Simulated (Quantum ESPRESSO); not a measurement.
# Band-structure run, with input and output: CdS (part 1 of 2)

CdS (F-43m, 2 atoms in the cell), computed with Kohn-Sham DFT of a periodic cell, EV93, SSSP 1.3 efficiency PBE, no spin polarisation (Quantum ESPRESSO 7.5).

The structure derives from an entry of the Crystallography Open Database.

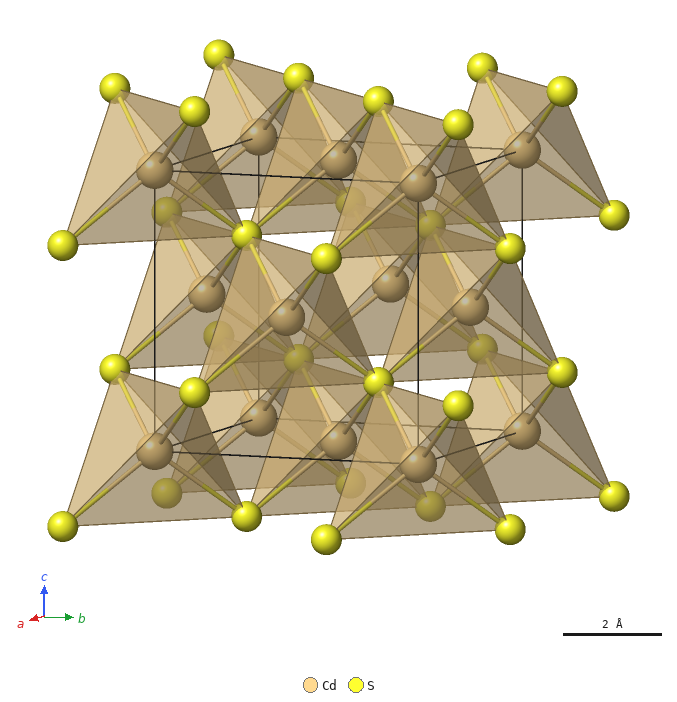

The structure as given in the input (polyhedral view of the cell 4 times as large as that of the calculation, set on its symmetry axes, seen slightly off an axis; polyhedra are completed across the faces of the cell).

**Input**
```
&CONTROL
  calculation = 'scf'
  prefix = 'pwscf'
  outdir = './tmp'
  pseudo_dir = './pseudo'
  tprnfor = .true.
  tstress = .true.
  disk_io = 'low'
/
&SYSTEM
  ibrav = 0
  nat = 2
  ntyp = 2
  ecutwfc = 60
  ecutrho = 480
  nbnd = 15
  input_dft = 'ev93'
  occupations = 'smearing'
  smearing = 'fd'
  degauss = 0.00183747
/
&ELECTRONS
  conv_thr = 4d-10
  electron_maxstep = 120
  mixing_beta = 0.5
/
ATOMIC_SPECIES
Cd   112.4140 Cd.pbe-dn-rrkjus_psl.0.3.1.UPF
S     32.0600 s_pbe_v1.4.uspp.F.UPF
CELL_PARAMETERS angstrom
   0.0000000000    2.9165000000    2.9165000000
   2.9165000000    0.0000000000    2.9165000000
   2.9165000000    2.9165000000    0.0000000000
ATOMIC_POSITIONS angstrom
Cd     0.0000000000    0.0000000000    0.0000000000
S      4.3747500000    4.3747500000    4.3747500000
K_POINTS automatic
8 8 8 0 0 0
```

**File pp_density.in**
```
&INPUTPP
  prefix = 'pwscf'
  outdir = './tmp'
  filplot = 'density.dat'
  plot_num = 0
/
&PLOT
  nfile = 1
  filepp(1) = 'density.dat'
  iflag = 3
  output_format = 6
  fileout = 'density.cube'
/
```

**File pp_potential.in**
```
&INPUTPP
  prefix = 'pwscf'
  outdir = './tmp'
  filplot = 'potential.dat'
  plot_num = 11
/
&PLOT
  nfile = 1
  filepp(1) = 'potential.dat'
  iflag = 3
  output_format = 6
  fileout = 'potential.cube'
/
```

**File bands.in**
```
&CONTROL
  calculation = 'bands'
  prefix = 'pwscf'
  outdir = './tmp'
  pseudo_dir = './pseudo'
  disk_io = 'low'
  verbosity = 'high'
/
&SYSTEM
  ibrav = 0
  nat = 2
  ntyp = 2
  ecutwfc = 60
  ecutrho = 480
  nbnd = 15
  input_dft = 'ev93'
  occupations = 'smearing'
  smearing = 'fd'
  degauss = 0.00183747
/
&ELECTRONS
  conv_thr = 1d-08
  electron_maxstep = 120
  mixing_beta = 0.5
  diago_full_acc = .true.
/
ATOMIC_SPECIES
Cd   112.4140 Cd.pbe-dn-rrkjus_psl.0.3.1.UPF
S     32.0600 s_pbe_v1.4.uspp.F.UPF
CELL_PARAMETERS angstrom
   0.0000000000    2.9165000000    2.9165000000
   2.9165000000    0.0000000000    2.9165000000
   2.9165000000    2.9165000000    0.0000000000
ATOMIC_POSITIONS angstrom
Cd     0.0000000000    0.0000000000    0.0000000000
S      4.3747500000    4.3747500000    4.3747500000
K_POINTS crystal
60
 0.0000000000  0.0000000000  0.0000000000 1
 0.0625000000  0.0000000000  0.0625000000 1
 0.1250000000  0.0000000000  0.1250000000 1
 0.1875000000  0.0000000000  0.1875000000 1
 0.2500000000  0.0000000000  0.2500000000 1
 0.3125000000  0.0000000000  0.3125000000 1
 0.3750000000  0.0000000000  0.3750000000 1
 0.4375000000  0.0000000000  0.4375000000 1
 0.5000000000  0.0000000000  0.5000000000 1
 0.5000000000  0.0625000000  0.5625000000 1
 0.5000000000  0.1250000000  0.6250000000 1
 0.5000000000  0.1875000000  0.6875000000 1
 0.5000000000  0.2500000000  0.7500000000 1
 0.4375000000  0.3125000000  0.7500000000 1
 0.3750000000  0.3750000000  0.7500000000 1
 0.3375000000  0.3375000000  0.6750000000 1
 0.3000000000  0.3000000000  0.6000000000 1
 0.2625000000  0.2625000000  0.5250000000 1
 0.2250000000  0.2250000000  0.4500000000 1
 0.1875000000  0.1875000000  0.3750000000 1
 0.1500000000  0.1500000000  0.3000000000 1
 0.1125000000  0.1125000000  0.2250000000 1
 0.0750000000  0.0750000000  0.1500000000 1
 0.0375000000  0.0375000000  0.0750000000 1
 0.0000000000  0.0000000000  0.0000000000 1
 0.0625000000  0.0625000000  0.0625000000 1
 0.1250000000  0.1250000000  0.1250000000 1
 0.1875000000  0.1875000000  0.1875000000 1
 0.2500000000  0.2500000000  0.2500000000 1
 0.3125000000  0.3125000000  0.3125000000 1
 0.3750000000  0.3750000000  0.3750000000 1
 0.4375000000  0.4375000000  0.4375000000 1
 0.5000000000  0.5000000000  0.5000000000 1
 0.5250000000  0.4500000000  0.5250000000 1
 0.5500000000  0.4000000000  0.5500000000 1
 0.5750000000  0.3500000000  0.5750000000 1
 0.6000000000  0.3000000000  0.6000000000 1
 0.6250000000  0.2500000000  0.6250000000 1
 0.5833333333  0.2500000000  0.6666666667 1
 0.5416666667  0.2500000000  0.7083333333 1
 0.5000000000  0.2500000000  0.7500000000 1
 0.5000000000  0.2857142857  0.7142857143 1
 0.5000000000  0.3214285714  0.6785714286 1
 0.5000000000  0.3571428571  0.6428571429 1
 0.5000000000  0.3928571429  0.6071428571 1
 0.5000000000  0.4285714286  0.5714285714 1
 0.5000000000  0.4642857143  0.5357142857 1
 0.5000000000  0.5000000000  0.5000000000 1
 0.4821428571  0.4821428571  0.5357142857 1
 0.4642857143  0.4642857143  0.5714285714 1
 0.4464285714  0.4464285714  0.6071428571 1
 0.4285714286  0.4285714286  0.6428571429 1
 0.4107142857  0.4107142857  0.6785714286 1
 0.3928571429  0.3928571429  0.7142857143 1
 0.3750000000  0.3750000000  0.7500000000 1
 0.6250000000  0.2500000000  0.6250000000 1
 0.5937500000  0.1875000000  0.5937500000 1
 0.5625000000  0.1250000000  0.5625000000 1
 0.5312500000  0.0625000000  0.5312500000 1
 0.5000000000  0.0000000000  0.5000000000 1
```

Hardware: 1 thread of Intel Xeon (Sapphire Rapids), 192 GiB of memory available, shared host.

Run as:
```bash
OMP_NUM_THREADS=1 pw.x -in pw.in > pw.out
OMP_NUM_THREADS=1 pp.x -in pp_density.in > pp_density.out
OMP_NUM_THREADS=1 pp.x -in pp_potential.in > pp_potential.out
OMP_NUM_THREADS=1 pw.x -in bands.in > bands.out
```

**What the program printed**
```
This program is part of the open-source Quantum ESPRESSO suite
     for quantum simulation of materials; please cite
         "P. Giannozzi et al., J. Phys.:Condens. Matter 21 395502 (2009);
         "P. Giannozzi et al., J. Phys.:Condens. Matter 29 465901 (2017);
         "P. Giannozzi et al., J. Chem. Phys. 152 154105 (2020);
          URL
     in publications or presentations arising from this work. More details at

     file Cd.pbe-dn-rrkjus_psl.0.3.1.UPF: wavefunction(s)  4D renormalized

     IMPORTANT: XC functional enforced from input :
     Exchange-correlation= EV93
                           (   1   4  25   0   0   0   0)
     Any further DFT definition will be discarded
     Please, verify this is what you really want

     Message from routine setup:
     using ibrav=0 with symmetry is DISCOURAGED, use correct ibrav instead

     Subspace diagonalization in iterative solution of the eigenvalue problem:
     a serial algorithm will be used

     G-vector sticks info
     --------------------
     sticks:   dense  smooth     PW     G-vecs:    dense   smooth      PW
     Sum        2017    1003    301                59535    20875    3479

     Using Slab Decomposition

     bravais-lattice index     =            0
     lattice parameter (alat)  =       7.7943  a.u.
     unit-cell volume          =     334.8209 (a.u.)^3
     number of atoms/cell      =            2
     number of atomic types    =            2
     number of electrons       =        18.00
     number of Kohn-Sham states=           15
     kinetic-energy cutoff     =      60.0000  Ry
     charge density cutoff     =     480.0000  Ry
     scf convergence threshold =      4.0E-10
     mixing beta               =       0.5000
     number of iterations used =            8  plain     mixing
     Exchange-correlation= EV93
                           (   1   4  25   0   0   0   0)

     celldm(1)=   7.794277  celldm(2)=   0.000000  celldm(3)=   0.000000
     celldm(4)=   0.000000  celldm(5)=   0.000000  celldm(6)=   0.000000

     crystal axes: (cart. coord. in units of alat)
               a(1) = (   0.000000   0.707107   0.707107 )
               a(2) = (   0.707107   0.000000   0.707107 )
               a(3) = (   0.707107   0.707107   0.000000 )

     reciprocal axes: (cart. coord. in units 2 pi/alat)
               b(1) = ( -0.707107  0.707107  0.707107 )
               b(2) = (  0.707107 -0.707107  0.707107 )
               b(3) = (  0.707107  0.707107 -0.707107 )

     PseudoPot. # 1 for Cd read from file:
     Cd.pbe-dn-rrkjus_psl.0.3.1.UPF
     Pseudo is Ultrasoft + core correction, Zval = 12.0
     Generated using "atomic" code by A. Dal Corso  v.5.0.99 svn rev. 10869
     Using radial grid of 1239 points,  6 beta functions with:
                l(1) =   0
                l(2) =   0
                l(3) =   1
                l(4) =   1
                l(5) =   2
                l(6) =   2
     Q(r) pseudized with 0 coefficients

     PseudoPot. # 2 for S  read from file:
     s_pbe_v1.4.uspp.F.UPF
     Pseudo is Ultrasoft + core correction, Zval =  6.0
     Generated by new atomic code, or converted to UPF format
     Using radial grid of  907 points,  6 beta functions with:
                l(1) =   0
                l(2) =   0
                l(3) =   1
                l(4) =   1
                l(5) =   2
                l(6) =   2
     Q(r) pseudized with  8 coefficients,  rinner =    1.300   1.300   1.300
                                                       1.300   1.300

     atomic species   valence    mass     pseudopotential
     Cd               12.00   112.41400     Cd( 1.00)
     S                 6.00    32.06000     S ( 1.00)

     24 Sym. Ops. (no inversion) found

   Cartesian axes

     site n.     atom                  positions (alat units)
         1        Cd     tau(   1) = (   0.0000000   0.0000000   0.0000000  )
         2        S      tau(   2) = (   1.0606602   1.0606602   1.0606602  )

     number of k points=    29  Fermi-Dirac smearing, width (Ry)=  0.0018
                       cart. coord. in units 2pi/alat
        k(    1) = (   0.0000000   0.0000000   0.0000000), wk =   0.0039062
        k(    2) = (   0.0883883   0.0883883  -0.0883883), wk =   0.0312500
        k(    3) = (   0.1767767   0.1767767  -0.1767767), wk =   0.0312500
        k(    4) = (   0.2651650   0.2651650  -0.2651650), wk =   0.0312500
        k(    5) = (  -0.3535534  -0.3535534   0.3535534), wk =   0.0156250
        k(    6) = (   0.1767767   0.0000000   0.0000000), wk =   0.0234375
        k(    7) = (   0.2651650   0.0883883  -0.0883883), wk =   0.0937500
        k(    8) = (   0.3535534   0.1767767  -0.1767767), wk =   0.0937500
        k(    9) = (  -0.2651650  -0.4419417   0.4419417), wk =   0.0937500
        k(   10) = (  -0.1767767  -0.3535534   0.3535534), wk =   0.0937500
        k(   11) = (  -0.0883883  -0.2651650   0.2651650), wk =   0.0937500
        k(   12) = (   0.0000000  -0.1767767   0.1767767), wk =   0.0468750
        k(   13) = (   0.3535534   0.0000000   0.0000000), wk =   0.0234375
        k(   14) = (   0.4419417   0.0883883  -0.0883883), wk =   0.0937500
        k(   15) = (  -0.1767767  -0.5303301   0.5303301), wk =   0.0937500
        k(   16) = (  -0.0883883  -0.4419417   0.4419417), wk =   0.0937500
        k(   17) = (   0.0000000  -0.3535534   0.3535534), wk =   0.0468750
        k(   18) = (   0.5303301   0.0000000   0.0000000), wk =   0.0234375
        k(   19) = (  -0.0883883  -0.6187184   0.6187184), wk =   0.0937500
        k(   20) = (   0.0000000  -0.5303301   0.5303301), wk =   0.0468750
        k(   21) = (  -0.7071068   0.0000000   0.0000000), wk =   0.0117188
        k(   22) = (   0.3535534   0.1767767   0.0000000), wk =   0.0937500
        k(   23) = (  -0.2651650  -0.4419417   0.6187184), wk =   0.1875000
        k(   24) = (  -0.1767767  -0.3535534   0.5303301), wk =   0.0937500
        k(   25) = (  -0.1767767  -0.5303301   0.7071068), wk =   0.0937500
        k(   26) = (  -0.0883883  -0.4419417   0.6187184), wk =   0.1875000
        k(   27) = (   0.0000000  -0.3535534   0.5303301), wk =   0.0937500
        k(   28) = (  -0.7071068   0.1767767   0.0000000), wk =   0.0468750
        k(   29) = (  -0.7071068   0.3535534   0.0000000), wk =   0.0234375

     Dense  grid:    59535 G-vectors     FFT dimensions: (  60,  60,  60)

     Smooth grid:    20875 G-vectors     FFT dimensions: (  40,  40,  40)

     Initial potential from superposition of free atoms

     starting charge      17.9951, renormalised to      18.0000
     Starting wfcs are   13 randomized atomic wfcs +    2 random wfcs

     Self-consistent Calculation

     iteration #  1     ecut=    60.00 Ry     beta= 0.50
     Davidson diagonalization with overlap
     ethr =  1.00E-02,  avg # of iterations =  7.2

     total energy              =    -147.83615038 Ry
     estimated scf accuracy    <       0.19269739 Ry

     iteration #  2     ecut=    60.00 Ry     beta= 0.50
     Davidson diagonalization with overlap
     ethr =  1.07E-03,  avg # of iterations =  2.0

     total energy              =    -147.87679079 Ry
     estimated scf accuracy    <       0.00538896 Ry

     iteration #  3     ecut=    60.00 Ry     beta= 0.50
     Davidson diagonalization with overlap
     c_bands:  1 eigenvalues not converged
     ethr =  2.99E-05,  avg # of iterations =  8.9

     total energy              =    -147.87811052 Ry
     estimated scf accuracy    <       0.00152598 Ry

     iteration #  4     ecut=    60.00 Ry     beta= 0.50
     Davidson diagonalization with overlap
     ethr =  8.48E-06,  avg # of iterations =  2.9

     total energy              =    -147.87842867 Ry
     estimated scf accuracy    <       0.00014471 Ry
```
